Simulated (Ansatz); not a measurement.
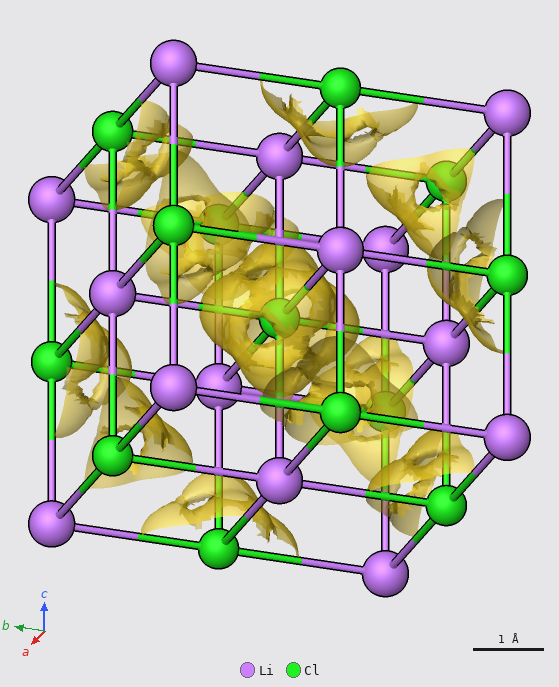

Figure. LiCl. Density of the crystal less the sum of free-atom densities: yellow surfaces at +0.03, none at −0.03 e/Å³, in the conventional cell seen at an oblique angle (the regions close to the nuclei are left out). Cores are masked to 0.8 Å (Li) and 0.7 Å (Cl).

Space group Fm-3m.

The calculation used DFT PBE, scalar-relativistic, plane waves, PAW in Ansatz.

Core electrons are frozen (PAW), so the fields are smoothed inside the atomic spheres.

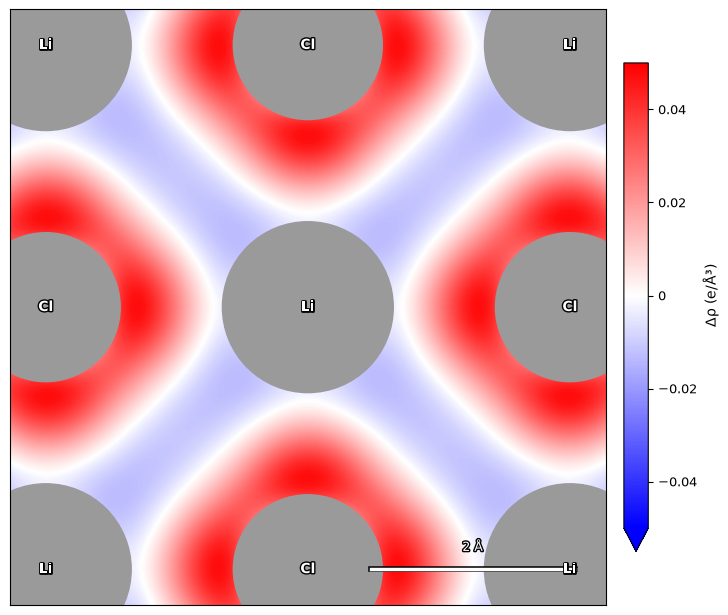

The same field as a map on the (100) plane of the conventional cell, with grey discs over the atomic cores.

> Where does charge go when the atoms form this crystal?

Cl–Li (2.56 Å): Δρ is +0.02 e/Å³ at the midpoint. Over the whole cell, outside the masked cores, the largest gain, 0.05 e/Å³, lies 0.9 Å from a chlorine nucleus, and the largest loss, 0.019 e/Å³, lies 2.2 Å from a lithium nucleus and 2.2 Å from a chlorine one. The rearranged charge, half the integral of |Δρ|, is about 0.12 e an atom. Bader charges: Li +0.90 and Cl −0.90 e.

> Does the calculation give a gap?

It is gapped, with a Kohn–Sham gap of 6.3 eV on the k-point mesh.
